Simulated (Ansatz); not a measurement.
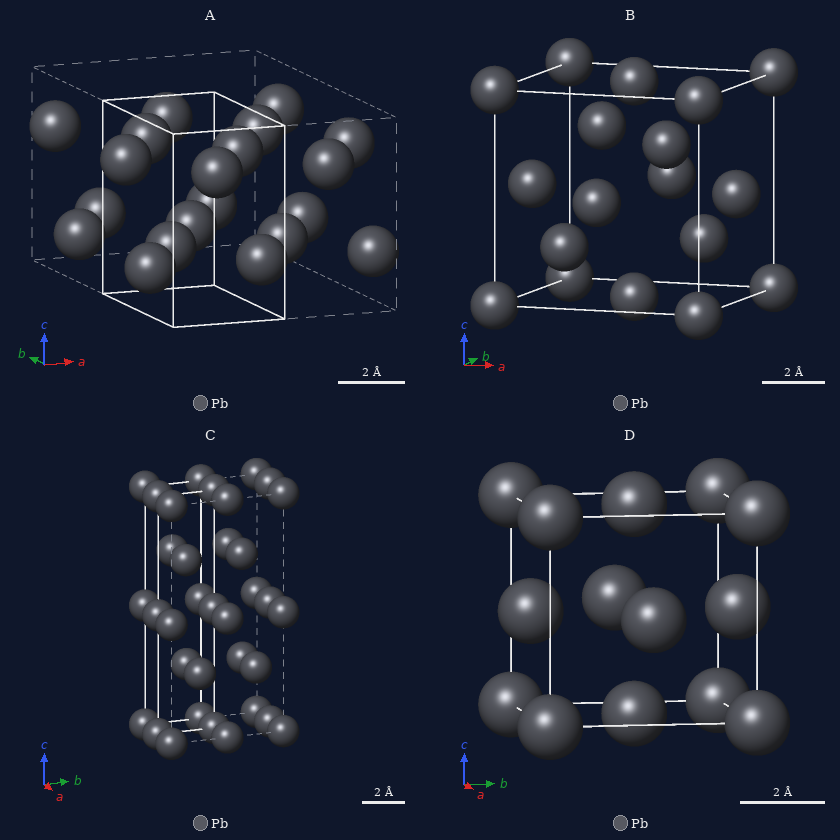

Four structures of Pb, each relaxed to rest (conventional cells in solid outline, small ones repeated, each panel with its own scale). Method: DFT PBE, scalar-relativistic, plane waves, PAW in Ansatz, without spin polarisation.

> Name the structure in each panel.

A: 4 atoms a cell on a base-centred orthorhombic lattice, Cmcm; B: diamond, Fd-3m; C: double hexagonal close-packed (α-La type), P6_3/mmc; D: face-centred cubic (Cu type), Fm-3m.

> Rank them by energy, lowest first.

D, then C (+19 meV/atom), A (+38 meV/atom) and B (+276 meV/atom), energies at zero smearing.

> Collect the results in a table.

| panel | structure | E − E(lowest) (meV/atom) | volume (Å³/atom) | gap (eV) |
| --- | --- | --- | --- | --- |
| D | Fm-3m | 0 | 32.0 | metal |
| C | P6_3/mmc | 19 | 31.9 | metal |
| A | Cmcm | 38 | 32.0 | metal |
| B | Fd-3m | 276 | 43.9 | metal |

Some of these may be structure types tried for this composition rather than known phases, and the most stable form need not be among them. Gaps are taken on the k-mesh or band path of each run.
